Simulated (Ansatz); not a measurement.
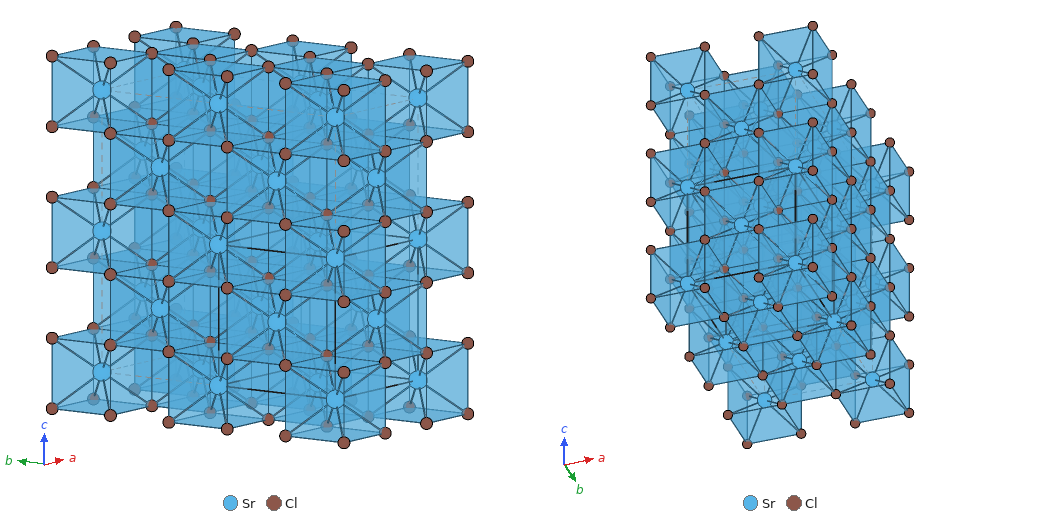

Polyhedra are drawn about Sr (bonds: Cl–Sr below 3.4 Å); other atoms are plain spheres. Two views of the same piece.

SrCl2 (space group Fm-3m, No. 225). Coordinates: the end point of a relaxation with DFT, r2SCAN, plane waves, PAW in Ansatz.

> What figure surrounds each Sr atom, and what does it share with the other drawn polyhedra?

Sr: SrCl8 cube, sharing edges with twelve neighbours.

> How do these polyhedra hang together as a whole?

They form a three-dimensional framework of edge-sharing cubes.

> How far apart are the centres of linked polyhedra?

Centre to centre across a shared edge: 4.95 Å.
